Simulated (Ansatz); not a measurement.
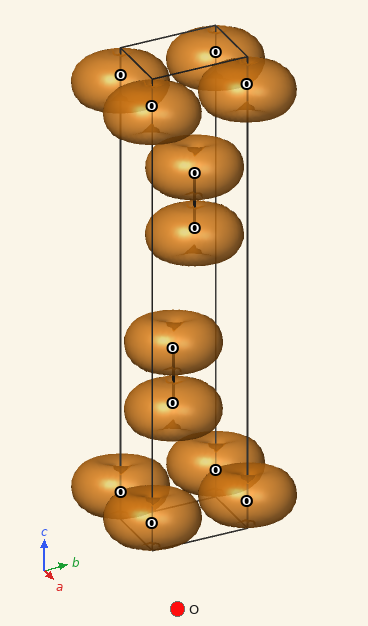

O. Isosurface of the magnetisation density (up minus down) at +0.04 e/Å³ (orange), seen slightly off an axis. Sticks mark near contacts.

Space group R-3m; changed on purpose from its base cell (strain +0.000 along x and y, +0.025 along z, atoms carried along); computed pressure about 6 GPa in this cell; spin-polarised.

Theory: DFT PBEsol, scalar-relativistic, plane waves, PAW in Ansatz.

In a PAW calculation such maps are meaningful between the atoms, not at the nuclei.

### Describe the spin distribution.

The spin density sits on O: +0.5 μB (×6) in one cell of 6 atoms: parallel main moments (a ferromagnetic arrangement) in this solution. The cell of the calculation (2 atoms) carries 2.0 μB of net spin moment.
